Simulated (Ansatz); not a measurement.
Geometry relaxation, with input and output: SnO (part 2 of 2)

SnO (slab, 4 atoms in the cell); DFT PBE+D3(BJ), scalar-relativistic, plane waves, PAW, no spin polarisation (Ansatz 0.2.0); cutoff 420 eV, 6×6×1 k-mesh, Gaussian smearing of 0.02 eV. The structure derives from an entry of the Crystallography Open Database. It belongs to a series of runs on one base structure; here: strain along y +0.050, atoms relaxed.

Geometry of the input (Å; fractional positions):
```
3.8207  0.0000  0.0000
-0.0000  4.0117  0.0000
0.0000  0.0000  30.6344
Sn 0.9999  0.9999  0.4614
O  0.9999  0.4999  0.5000
O  0.4999  0.9999  0.5000
Sn 0.4998  0.4998  0.5386
```

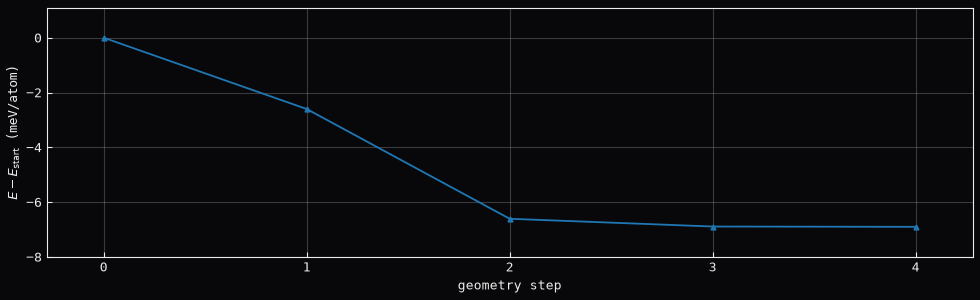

**Figure 1.** Progress of the relaxation, step by step (the first geometry is step 0 here and step 1 in the log).

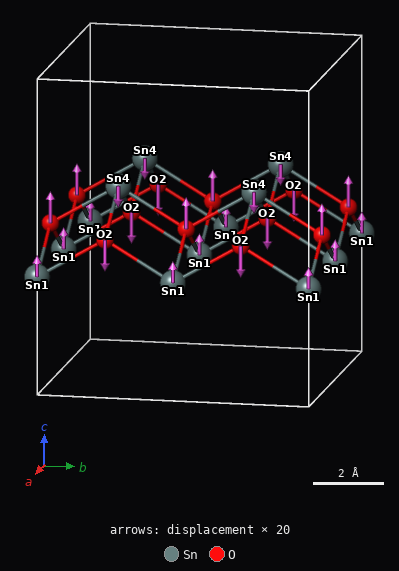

**Figure 2.** The starting structure with the displacements as pink arrows, magnified 20 times (ball-and-stick view of the 2 × 2 repeat of the cell, with the vacuum cut short, seen slightly off an axis). The largest moves, 0.048 Å, are those of O2 and O3. Largest moves by element: O 0.048 Å, Sn 0.033 Å. The cell doesn't change. Among the contacts that change: O3–Sn4 2.328 → 2.289 Å, O2–Sn4 2.246 → 2.254 Å. Among the angles that change: Sn4–O3–Sn4 119.0° → 122.4°, O3–Sn4–O3 119.0° → 122.4°. The energy falls by 6.9 meV per atom in 4 geometry steps. The largest force component goes from 0.47 to under 0.0001 eV/Å. (Atoms are counted from 1 in the order of the input.)

```
NSCF: frozen V_eff on 41 k-points
WARN: The output density's exchange-correlation potential varies sharply where the density is thin. Do not read a vacuum level from v_tot or v_xc, or from such a field of the output density. On a cell that repeats whose density bears no net charge and no dipole along the vacuum's axis use v_es (v_loc + v_h of the components); under efield.dipole_correction with no amplitude use v_es + v_field, which holds any external_charges[].barrier, or the levels of the report's work_function block, which leave it out; under a non-zero efield.amplitude the vacuum is tilted and has no level; on a cell that repeats and bears such a dipole with no correction it is tilted too, and efield.dipole_correction with no amplitude gives each side of its ramp a level where efield: is served; in a cell that repeats whose density bears a net charge (total_charge, or a fill off its count) it is curved and has none; of a slab under crystal.periodic whose density bears no net charge use v_es, which has a level on each side, short of where the two are joined; of another it falls or rises all the way out and has none; of a slab beside external_charges read slab_vacuum_level instead, which it has where they leave it neutral. The grid or the basis barely resolves most such structure, and the values can differ between equally converged runs; as a rule a tighter scf.convergence.dr2_threshold does not remove it. Where the density itself ripples (under the LDA too) a higher basis.ecutwfc lessens it. The files hold the spikes' plane waves up to the density's cutoff. Files: v_tot_of_output_density and the like, and their columns of v_z.tsv (output.write_potential); v_xc_of_output_density and the like, and their columns of v_comp_z.tsv (output.write_potential_components). Measured: with its Gaussian average of σ = 0.25 Å subtracted twice, the exchange-correlation potential is over 0.1 eV at 18 of the grid points where the equally averaged density (valence and model cores) is under 1e-3 e/Å³, and 0.225 eV at the most among them, at an averaged density of 9.4e-4 e/Å³. The input density's (outcome.potential() and, of a run that writes arrays, v_tot and v_xc) is over 0.1 eV, so measured, at 23 points of its own thin density, 0.227 eV at the most. See output.write_potential in the manual, Limitations
SCF converged after 5 iterations
Free energy (F): -13183.772511 eV
Harris-Foulkes:  -13183.772511 eV  (|F-HF|=7.69e-10)
Internal energy: -13183.772511 eV  (E = F + TS)
E sigma→0 (E₀):  -13183.772511 eV
Fermi energy:    -3.847196 eV
--- Per-component energies (eV) ---
  E_band       = -737.759363
  E_kinetic    = 720.227552
  E_local      = -63395.327528  (includes V_loc(G=0)·N_el)
  E_nonlocal   = 31.408790
  E_hartree    = 31531.622619
  E_xc         = -912.061337
  E_vxc        = -379.024609  (∫ρ·V_xc dr)
  E_paw        = -8586.575194  (= ΣΔE_a)
  E_vpaw       = -778.300596  (= ΣTr[D̂ρ^β])
  E_aug_tail   = 0.004753  (compensation charges beyond the density's cutoff)
  E_ewald      = 27427.451150
  E_disp       = -0.523316  (pairwise vdW)
  E_smearing   = -0.000000  (= −TS)
  E_closure    = 0.000000  (closes the sum)
  Σ components = -13183.772511   (vs F -13183.772511, Δ=0.00e0)
--- Forces (eV/Å), atoms counted from 1 ---
  atom   1  Sn    -0.00000000    -0.00000000     0.00007780
  atom   2  O      0.00000000    -0.00000000    -0.00002233
  atom   3  O      0.00000000    -0.00000000     0.00002233
  atom   4  Sn     0.00000000     0.00000000    -0.00007780
  max |Σ_I F_I| component: 5.18e-26 eV/Å
--- 2D stress c σ (N/m, compression-positive) ---
       -1.644736      -0.000000       0.000000
       -0.000000      -1.634259       0.000000
        0.000000       0.000000       0.000000
  P = ½ c Tr σ = -1.6395 N/m
--- Band table (eV; the first three rows and the last of 16) ---
  k-point 0: bands = ["-25.8902", "-25.5587", "-25.5370", "-25.5357", "-25.5252", "-25.4983", "-25.4906", "-25.4738", "-25.4663", "-25.4589", "-23.6992", "-21.4890", "-11.9143", "-10.0253", "-9.7179", "-9.0329", "-7.3063", "-7.1080", "-7.0566", "-5.2764", "-2.4516", "-2.4341", "-0.1661", "-0.0800"]
  k-point 1: bands = ["-25.8745", "-25.5704", "-25.5382", "-25.5336", "-25.5297", "-25.5086", "-25.4920", "-25.4876", "-25.4660", "-25.4567", "-23.5308", "-21.6205", "-11.9099", "-9.9004", "-9.5660", "-9.4937", "-7.5255", "-7.3128", "-6.8631", "-5.2804", "-1.9724", "-1.9159", "-0.8831", "0.0793"]
  k-point 2: bands = ["-25.8307", "-25.6606", "-25.5427", "-25.5383", "-25.5251", "-25.5157", "-25.4805", "-25.4755", "-25.4675", "-25.4554", "-23.0960", "-21.9951", "-11.7801", "-10.4627", "-9.4625", "-9.1378", "-7.9778", "-7.8448", "-6.4821", "-5.4047", "-1.7822", "-1.4862", "-0.7349", "-0.3501"]
  k-point 15: bands = ["-25.8100", "-25.8100", "-25.5376", "-25.5376", "-25.5075", "-25.5075", "-25.4536", "-25.4536", "-25.4474", "-25.4474", "-22.2829", "-22.2829", "-12.6525", "-12.6525", "-8.9424", "-8.9424", "-6.4702", "-6.4702", "-6.0036", "-6.0036", "-2.2171", "-2.2171", "-0.0727", "-0.0727"]
--- Relaxed structure (5 steps of the walk, 5 accepted, 0 SCFs on fresh bases) ---
  F+E_penalty+E_count = -13183.77251116 eV   max|allowed force component| = 7.780e-5 eV/Å
  cell:  # Å, volume = 469.5413 Å³
    - [3.8206509064004877, 5.318669047632097e-6, 0.0]
    - [-5.584602499984478e-6, 4.011683451699519, 0.0]
    - [0.0, 0.0, 30.6344298628]
  atoms:
    - { symbol: Sn, position: [0.99985066345, 0.9998506634500001, 0.46247789221645796] }
    - { symbol: O, position: [0.9998506634500001, 0.49985066345, 0.498446791192339] }
    - { symbol: O, position: [0.49985066345, 0.99985066345, 0.5015532088076611] }
    - { symbol: Sn, position: [0.49985066345000007, 0.49985066344999995, 0.5375221077835421] }
```

**Trajectory as extended XYZ (Å, eV, eV/Å), 5 frames, from step=1 to step=5**
```
4
Lattice="3.8207 0.0000 0.0000 -0.0000 4.0117 0.0000 0.0000 0.0000 30.6344" Properties=species:S:1:pos:R:3:forces:R:3 step=1 energy=-13183.74490
Sn    3.8201    4.0111   14.1352    0.0000   0.0000   0.4669
O     3.8201    2.0052   15.3172    0.0000   0.0000  -0.2473
O     1.9097    4.0111   15.3172    0.0000   0.0000   0.2473
Sn    1.9098    2.0052   16.4992    0.0000   0.0000  -0.4669
4
Lattice="3.8207 0.0000 0.0000 -0.0000 4.0117 0.0000 0.0000 0.0000 30.6344" Properties=species:S:1:pos:R:3:forces:R:3 step=2 energy=-13183.75531
Sn    3.8201    4.0111   14.1998    0.0000   0.0000  -0.5292
O     3.8201    2.0052   15.2749    0.0000   0.0000  -0.0638
O     1.9097    4.0111   15.3596    0.0000   0.0000   0.0638
Sn    1.9098    2.0052   16.4347    0.0000   0.0000   0.5292
4
Lattice="3.8207 0.0000 0.0000 -0.0000 4.0117 0.0000 0.0000 0.0000 30.6344" Properties=species:S:1:pos:R:3:forces:R:3 step=3 energy=-13183.77133
Sn    3.8201    4.0111   14.1709    0.0000   0.0000  -0.0619
O     3.8201    2.0052   15.2819    0.0000   0.0000  -0.0804
O     1.9097    4.0111   15.3526    0.0000   0.0000   0.0804
Sn    1.9098    2.0052   16.4635    0.0000   0.0000   0.0619
4
Lattice="3.8207 0.0000 0.0000 -0.0000 4.0117 0.0000 0.0000 0.0000 30.6344" Properties=species:S:1:pos:R:3:forces:R:3 step=4 energy=-13183.77247
Sn    3.8201    4.0111   14.1687    0.0000   0.0000  -0.0175
O     3.8201    2.0052   15.2716    0.0000   0.0000  -0.0133
O     1.9097    4.0111   15.3628    0.0000   0.0000   0.0133
Sn    1.9098    2.0052   16.4657    0.0000   0.0000   0.0175
4
Lattice="3.8207 0.0000 0.0000 -0.0000 4.0117 0.0000 0.0000 0.0000 30.6344" Properties=species:S:1:pos:R:3:forces:R:3 step=5 energy=-13183.77251
Sn    3.8201    4.0111   14.1677    0.0000   0.0000   0.0001
O     3.8201    2.0052   15.2696    0.0000   0.0000   0.0000
O     1.9097    4.0111   15.3648    0.0000   0.0000   0.0000
Sn    1.9098    2.0052   16.4667    0.0000   0.0000  -0.0001
```

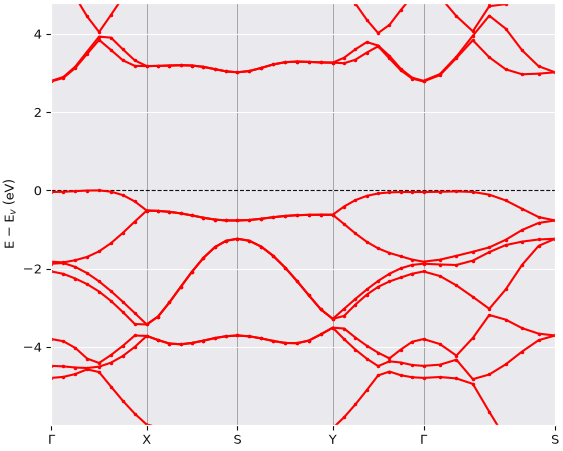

**Figure 3.** Band structure along Γ–X–S–Y–Γ–S, with energies from the valence-band top. There is a gap of 2.78 eV on this path.

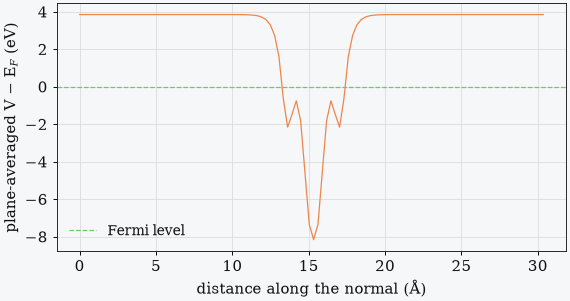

**Figure 4.** Plane average of the electrostatic potential energy of an electron across the cell, from the Fermi level. The vacuum level lies 3.85 eV above the Fermi level.

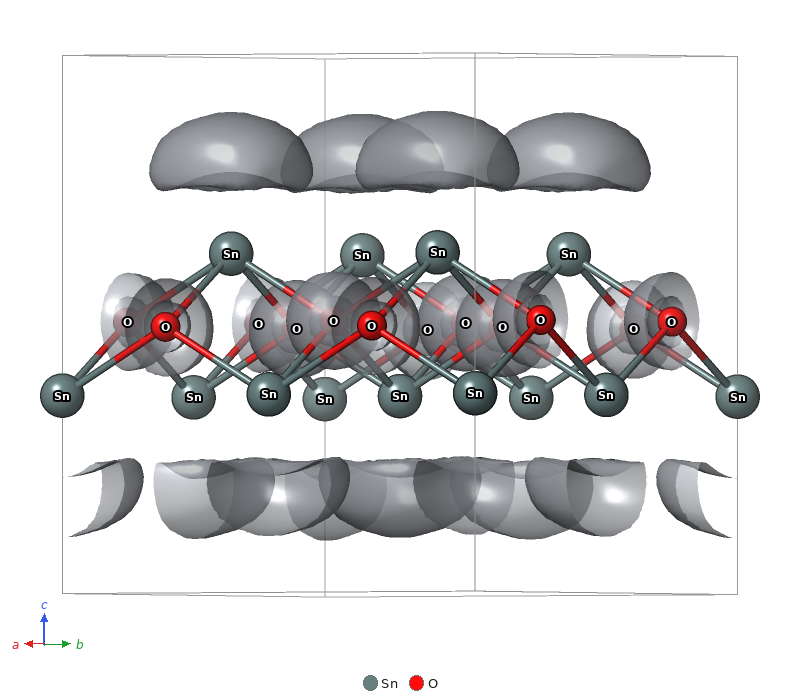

**Figure 5.** Isosurface of the ELF at 0.75 (grey), seen at an oblique angle. Core shells and regions of very low density are left out. Sticks mark near contacts. Values along the shortest contacts: Sn–O (2.25 Å): the ELF is about 0.20 at the midpoint. The fields are those of the smooth PAW valence density.

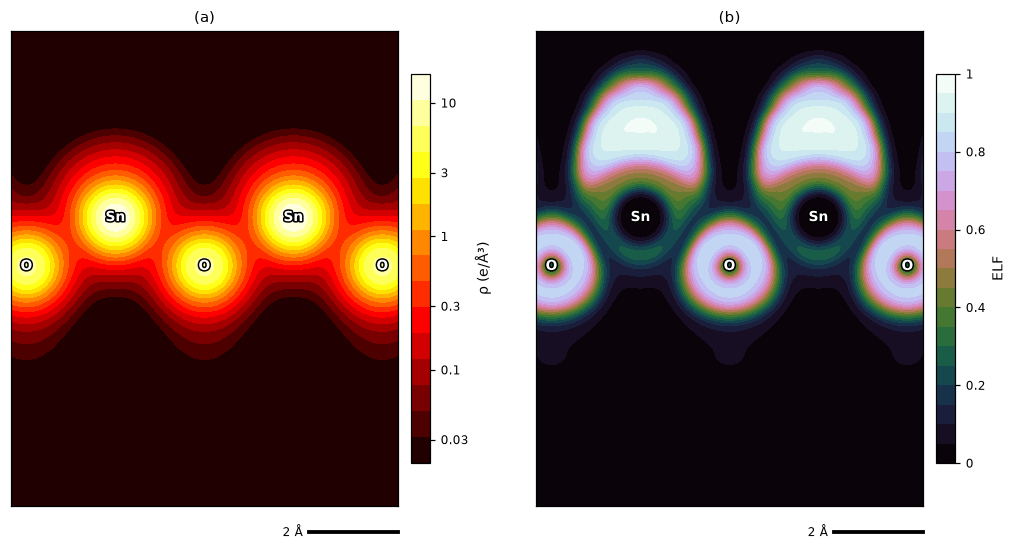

**Figure 6.** (a) valence charge density (pseudo); (b) ELF on the (100) plane of the calculation cell, a cut from vacuum to vacuum. Atoms in the plane: O and Sn. The density dies away to nearly zero in the vacuum.

**Summary**

```tsv
quantity	value
outcome	converged
electrons treated	40
free energy	−13183.7725 eV
work function, top face	3.85 eV
work function, bottom face	3.85 eV
Fermi energy	−3.847 eV
gap on the k-point mesh	2.79 eV
gap on the band path	2.78 eV
final volume	469.54 Å³
work function (upper face)	3.85 eV
largest force (length of the vector) at the end	under 0.001 eV/Å
wall time	14 s (CPU time 28 s)
peak memory	0.76 GiB
```

**Notes**

The program warns: the SCF threshold is looser than advised for the printed stress; the structure was made exactly symmetric; the exchange-correlation potential is rough where the density is thin.
